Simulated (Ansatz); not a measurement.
# Run report: CsI, Wannier-function calculation

CsI (Pm-3m, 2 atoms in the cell), computed with DFT, PBE, plane waves, PAW, no spin polarisation (Ansatz 0.2.0).

The structure was built on a prototype by a generator. The geometry comes from this level: r2SCAN. It belongs to a series of runs on one base structure; here: no frozen window.

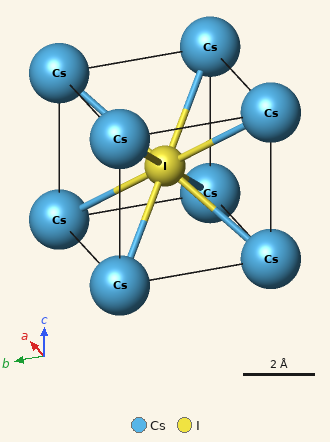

*The structure (ball-and-stick view of the cell of the calculation, seen at an oblique angle).*

Near neighbours in the crystal (not all of them lie inside the picture): Cs has 8 I at 3.99 Å; I has 8 Cs at 3.99 Å.

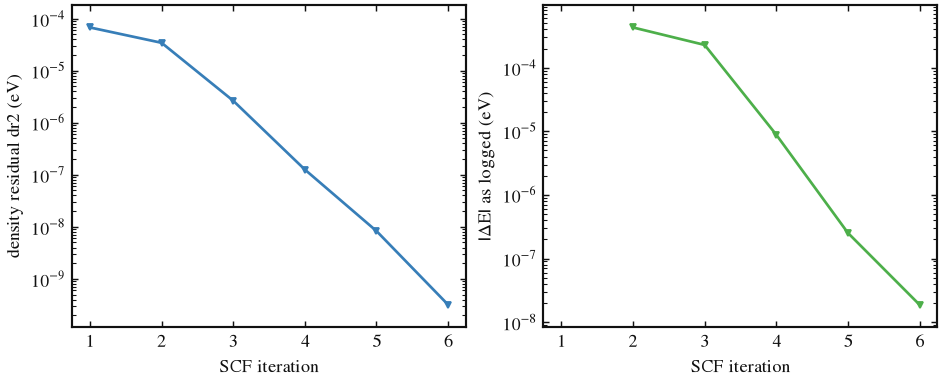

*Convergence of the self-consistent field: density residual dr2 and size of the energy change against the SCF iteration.*

The residual falls at every step.

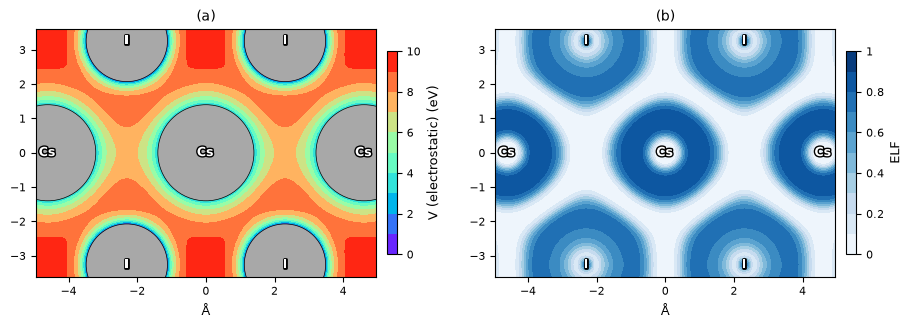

*(a) electrostatic potential (local pseudopotential plus Hartree) felt by an electron; (b) electron localisation function on the (101) plane of the conventional cell. Grey discs, where drawn, cover atomic cores.*

The section cuts through Cs and I sites. Cs–I (3.99 Å): the ELF peaks at about 0.80 in the valence shell of I, 1.3 Å from its nucleus, and drops to about 0.05 between the two atoms, which marks a closed-shell, largely ionic contact. The strong features right at Cs lie inside the PAW spheres (semicore, d or f shells) and say nothing about bonding. Outside the cores the potential energy rises away from the atoms and is highest about 2.3 Å from the nearest atoms; outside the discs it spans about 9 eV, and its zero is arbitrary. The fields are those of the smooth PAW valence density.

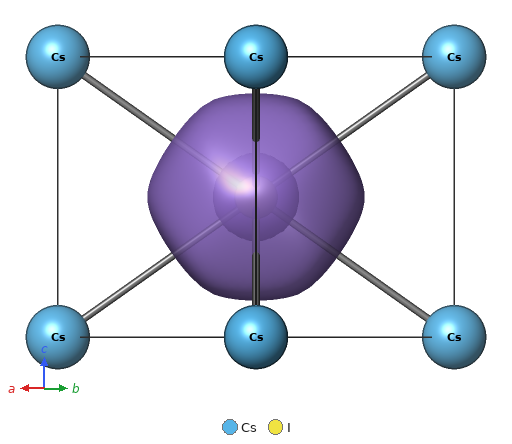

*Isosurface of the ELF at 0.55 (purple), seen along [110]. Only the valence region is drawn (cores and ρ < 0.01 e/Å³ removed). Sticks mark near contacts. The outline is the cell set on symmetry axes.*

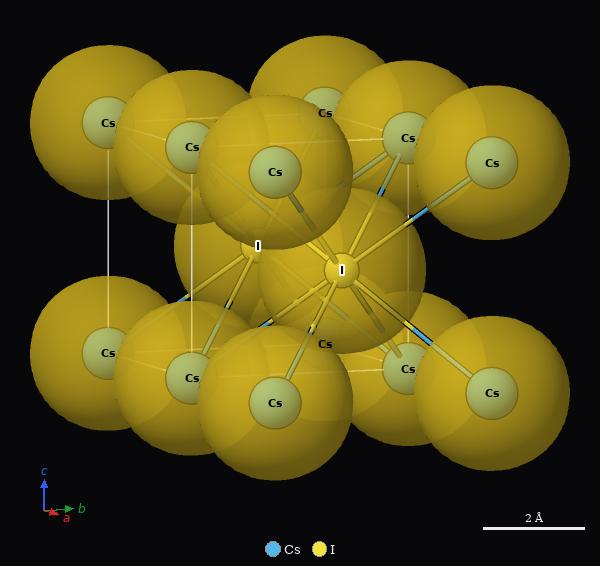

*Isosurface of the valence pseudo-density at 0.1 e/Å³ (yellow), seen slightly off an axis. Sticks mark near contacts. The outline is the cell set on symmetry axes.*

At this value the density breaks into separate islands; it holds about 90 % of the electrons treated as valence (semicore included). It is pinched off along the Cs–I (3.99 Å) contacts. On the grid the lowest density along these lines, outside the cores, is 0.05 e/Å³ (Cs–I, 3.99 Å).

The input that produced these results follows, with the program's output.

### The input
```yaml
crystal:
  lattice:
    - [4.6081404514, 0.0, 0.0]
    - [0.0, 4.6081404514, 0.0]
    - [0.0, 0.0, 4.6081404514]
  atoms:
    - { symbol: Cs, position: [0.0, 0.0, 0.0] }
    - { symbol: I, position: [0.5, 0.5, 0.5] }
kpoints:
  mp_grid: { grid: [4, 4, 4] }
  band_path:
    path:
      - [[0.0, 0.0, 0.0], [-3.726859963153e-50, 0.5, -6.96568013601e-36], [0.5, 0.5, -1.044852020401e-34], [0.0, 0.0, 0.0], [0.5, 0.5, 0.5], [-3.726859963153e-50, 0.5, -6.96568013601e-36]]
      - [[0.5, 0.5, 0.5], [0.5, 0.5, -1.044852020401e-34]]
    npoints: 10
hamiltonian:
  xc: pbe
scf:
  occupations: { method: fixed }
  n_extra_bands: 6
output:
  forces: false
  stress: false
  eigenvalues: true
  wannier:
    kmesh: [4, 4, 4]
    projections: [{ species: I, l: p, shell: 5 }]
    minimise: true
    write_hr: true
    conv_tol: 1.0e-08
    max_iter: 1000
    disentanglement: { window: [-6.89, 14.42] }
  write_density: true
  write_potential: true
  elf: true
  volumetric_format: npy
```

### File wannier.win
```
! ansatz wannier90 interface
! projections by site (counted from 0) and shell: 1 5P
! states of the run's bands (counted from 1): 1-7, 11-23
num_bands = 20
num_wann  = 3
num_iter  = 2000
conv_tol = 1e-8
conv_window = 5
dis_win_min = -6.89
dis_win_max = 14.42
dis_num_iter = 10000
guiding_centres = true
write_hr = true

begin unit_cell_cart
Ang
             4.6081404514                      0.0                      0.0
                      0.0             4.6081404514                      0.0
                      0.0                      0.0             4.6081404514
end unit_cell_cart

begin atoms_frac
Cs                       0.0                      0.0                      0.0
I                        0.5                      0.5                      0.5
end atoms_frac

mp_grid = 4 4 4
```

Run as:
```bash
ansatz run input.yaml --threads 4 --pin off --max-ram 3686MiB --backend cpu --events-out ev --progress --plain --runs-dir out
```

### Output
```
scf.n_extra_bands = 6 over 13 filled bands (N_el = 26.0): the run solves 19 bands
Engine: ansatz 0.2.0, x86_64-unknown-linux-gnu
Pseudopotentials: kind: paw
Pseudopotential: Cs, paw, valence charge 9, recommended cutoff 420 eV (normal), Cs.paw.azcp
Pseudopotential: I, paw, valence charge 17, recommended cutoff 420 eV (normal), I.paw.azcp
Functional definition: PBE
  parameter kappa = 0.804
  parameter beta = 0.06672455060314922
  exchange = pbe_x(kappa = kappa, mu = beta*pi^2/3)
  correlation = pbe_c(beta = beta)
Crystal: 2 atoms, lattice volume = 97.854 Å³
Basis set: ecut = 420 eV, 1935 PW (Γ)
Bands: 19, of which v1, the nominal top of the filled ones, is band 13 counted from 1 (12 counted from 0)
Symmetry: 48 space group operations
Space group: Pm-3m (ITA 221), of the structure as read, at distance tolerance 4.6e-5 Å
k-points: 10 of 64
Non-local potential: Cs, projectors of the file, l = 0: 3, l = 1: 2, l = 2: 2, l = 3: 2
Non-local potential: I, projectors of the file, l = 0: 2, l = 1: 2, l = 2: 2, l = 3: 2
PAW form: soft (Blöchl's): semilocal exchange-correlation on the pseudo side does not see the compensation charge
PAW one-centre angular grid: Cs, 194 points (default); XC on 64 Gauss nodes
PAW one-centre angular grid: I, 590 points (default); XC on 64 Gauss nodes
Initial density: superposition of atomic densities (neutral atoms: chi_scale 0, normalization atom), corrected by the library's trained network
Initial wavefunctions: pseudopotential atomic-orbital guess
Functional: x = pbe(κ = 0.804, μ = 0.2195149727645171), c = pbe(β = 0.06672455060314922)
SCF iter   1: F=—  HF=-13186.745522 eV  |F-HF|=—  |Δ(HF+E_count)|=         —  Δρ=3.46e-4  dr2=6.78e-5  ethr=1.77e-3  ⟨swp⟩=6.1  Hψ=865  notcnv=0  defer=35
preconditioner: auto → Resta (q_TF=auto, 2.188 Å⁻¹)  ε∞=2.5  [insulator: Δε(μ)=3.813 eV  Ē_g=11.438 eV  n_scr=18 (ndim 8)  ℏωp=14.0 eV  f_vac=0.030  ε∞_Penn≈2.5]
SCF iter   2: F=—  HF=-13186.745951 eV  |F-HF|=—  |Δ(HF+E_count)|=   4.29e-4  Δρ=2.10e-4  dr2=3.44e-5  ethr=2.61e-7  ⟨swp⟩=3.2  Hψ=497  notcnv=0  defer=39
SCF iter   3: F=—  HF=-13186.746178 eV  |F-HF|=—  |Δ(HF+E_count)|=   2.28e-4  Δρ=5.45e-5  dr2=2.65e-6  ethr=1.32e-7  ⟨swp⟩=2.0  Hψ=267  notcnv=0  defer=38
SCF iter   4: F=—  HF=-13186.746187 eV  |F-HF|=—  |Δ(HF+E_count)|=   8.84e-6  Δρ=1.50e-5  dr2=1.26e-7  ethr=1.02e-8  ⟨swp⟩=2.0  Hψ=304  notcnv=0  defer=38
iter 5 did not close the SCF: its close was put off for the readings that it lacked (scf_convergence_deferred on its scf_iter line)
SCF iter   5: F=-13186.746187 eV  HF=-13186.746187 eV  |F-HF|=1.74e-8  |Δ(HF+E_count)|=   2.53e-7  Δρ=2.80e-6  dr2=8.30e-9  ethr=4.84e-10  ⟨swp⟩=2.0  Hψ=244  notcnv=0  defer=38
SCF iter   6: F=-13186.746188 eV  HF=-13186.746188 eV  |F-HF|=7.24e-10  |Δ(HF+E_count)|=   1.88e-8  Δρ=5.84e-7  dr2=3.18e-10  ethr=3.19e-11  ⟨swp⟩=8.5  Hψ=1042  notcnv=0
SCF 1 converged in 6 iterations: F = -13186.746188 eV  dr2 = 3.18e-10
  greatest PAW one-centre occupation: 0.999 electrons in one spin orbital (limit 2), on the I atom at site 1 (counted from 0), in its partial waves of l = 2
NSCF: frozen V_eff on 62 k-points
NSCF: frozen V_eff on 13 k-points
the Wannier pass solved 13 of the 64 points of its mesh, and has the states at the others by symmetry: states obtained by the crystal's operations at points that were solved too leave a residual of 1.97e-13 eV (read by the count's bands and the next), within 4.17e-6 eV
NSCF: frozen V_eff on 13 k-points
the Wannier pass solved 13 of the 64 points of its mesh, and has the states at the others by symmetry: states obtained by the crystal's operations at points that were solved too leave a residual of 1.93e-13 eV (read by the count's bands and the next), within 4.17e-6 eV
NSCF: frozen V_eff on 13 k-points
the Wannier pass solved 13 of the 64 points of its mesh, and has the states at the others by symmetry: states obtained by the crystal's operations at points that were solved too leave a residual of 1.76e-13 eV (read by the count's bands and the next), within 4.17e-6 eV
SCF converged after 6 iterations
Free energy (F): -13186.746188 eV
Harris-Foulkes:  -13186.746188 eV  (|F-HF|=7.24e-10)
Internal energy: -13186.746188 eV  (E = F + TS)
E sigma→0 (E₀):  -13186.746188 eV
Fermi energy:    3.741795 eV
--- Per-component energies (eV) ---
  E_band       = -440.379356
  E_kinetic    = 331.469281
  E_local      = -2478.388945  (includes V_loc(G=0)·N_el)
  E_nonlocal   = -60.063865
  E_hartree    = 1230.514348
  E_xc         = -302.896210
  E_vxc        = -255.732701  (∫ρ·V_xc dr)
  E_paw        = -9883.754048  (= ΣΔE_a)
  E_vpaw       = -438.691918  (= ΣTr[D̂ρ^β])
  E_aug_tail   = -0.000013  (compensation charges beyond the density's cutoff)
  E_ewald      = -2023.626738
  E_smearing   = -0.000000  (= −TS)
  E_closure    = 0.000000  (closes the sum)
  Σ components = -13186.746188   (vs F -13186.746188, Δ=0.00e0)
--- Band table (eV; the first three rows and the last of 10) ---
  k-point 0: bands = ["-39.1247", "-39.1247", "-39.1247", "-39.1235", "-39.1235", "-16.6664", "-6.8690", "-3.3739", "-3.3739", "-3.3739", "3.6522", "3.6522", "3.6522", "7.5420", "7.9739", "7.9739", "11.4636", "11.4636", "11.4636"]
  k-point 1: bands = ["-39.1248", "-39.1248", "-39.1247", "-39.1234", "-39.1234", "-16.6555", "-6.8718", "-3.4472", "-3.3456", "-3.3456", "2.8443", "3.5872", "3.5872", "8.3274", "8.6492", "9.1517", "11.3449", "11.3449", "11.7172"]
  k-point 2: bands = ["-39.1248", "-39.1248", "-39.1247", "-39.1235", "-39.1233", "-16.6446", "-6.8773", "-3.5068", "-3.3169", "-3.3169", "2.2527", "3.5193", "3.5193", "8.9584", "10.1271", "10.3586", "10.4960", "11.5668", "11.5668"]
  k-point 9: bands = ["-39.1248", "-39.1248", "-39.1248", "-39.1232", "-39.1232", "-16.6061", "-6.6151", "-3.6072", "-3.6072", "-3.6072", "2.5069", "2.5069", "2.5069", "10.8414", "10.8414", "10.8414", "11.4873", "11.4873", "11.4873"]
Wannier search: line search 1 of at most 1000: gauge-dependent spread (as the search counts it) 0.0031944 Å², largest recent change 4.3e-19 Å² and fall left 2.0e-26 Å² against conv_tol 1.0e-8 Å², 0 stops escaped
```

### File rho_z.tsv
```
# z_ang	rho[e/angstrom^3]
# format = ansatz-planar-average/11
# lattice	4.608140451	0.000000000	0.000000000
# lattice	0.000000000	4.608140451	0.000000000
# lattice	0.000000000	0.000000000	4.608140451
# sites	2
# site	55	0.000000000	0.000000000	0.000000000
# site	53	2.304070226	2.304070226	2.304070226
0.000000	2.118661e-1
0.144004	2.123579e-1
0.288009	2.121941e-1
0.432013	2.067352e-1
0.576018	1.918567e-1
0.720022	1.678584e-1
0.864026	1.414525e-1
1.008031	1.214265e-1
1.152035	1.142671e-1
1.296040	1.217084e-1
1.440044	1.425805e-1
1.584048	1.769473e-1
1.728053	2.509558e-1
1.872057	3.941126e-1
2.016061	5.759136e-1
2.160066	7.244765e-1
2.304070	7.809391e-1
2.448075	7.244765e-1
2.592079	5.759136e-1
2.736083	3.941126e-1
2.880088	2.509558e-1
3.024092	1.769473e-1
3.168097	1.425805e-1
3.312101	1.217084e-1
3.456105	1.142671e-1
3.600110	1.214265e-1
3.744114	1.414525e-1
3.888119	1.678584e-1
4.032123	1.918567e-1
4.176127	2.067352e-1
4.320132	2.121941e-1
4.464136	2.123579e-1
```

### File wannier.spreads.toml
```
omega_i_ang2 = 5.8626714860988365
omega_d_ang2 = 0.000000000000000000000014989225031144224
omega_od_ang2 = 0.003194407330553421
omega_total_ang2 = 5.8658658934293895
least_projectability = 0.9598078232474323
b_vectors_match_mmn = true
n_iter = 5
converged = true
rejected_fitted_steps = 0
dis_converged = true
dis_n_iter = 88
dis_n_moved = 0

[[wannier]]
r = [2.304070225696368, 2.3040702256999785, 2.304070225699668]
spread = 1.9552886311126585

[[wannier]]
r = [2.30407022569981, 2.3040702257019143, 2.3040702257003236]
spread = 1.9552886311521949

[[wannier]]
r = [2.304070225700254, 2.3040702256998844, 2.304070225694787]
spread = 1.9552886311645636

[[curvature_check]]
after_line_search = 5
omega_tilde_before_ang2 = 0.003194407330553421
krylov_steps = 9
lowest_ritz_value_ang2 = 0.056087410728434414
residual_ang2 = 3.4385949544290534e-10
settled = true
outcome = "no-negative-curvature"
```

### Key numbers

```tsv
quantity	value
outcome	converged
space group (tolerance 0.01 Å)	Pm-3m (221)
electrons treated	26
free energy	−13186.7462 eV
total spread of the Wannier functions	5.866 Å²
Fermi energy	3.742 eV
gap on the k-point mesh	3.80 eV
hardware	4 threads of Intel Xeon @ 2.50GHz (Skylake/Cascade Lake), 189 GiB of memory available, shared host
wall time	6.8 s (CPU time 21 s)
peak memory	0.39 GiB
```

### Remarks

Settings chosen away from the usual ones: no frozen window.
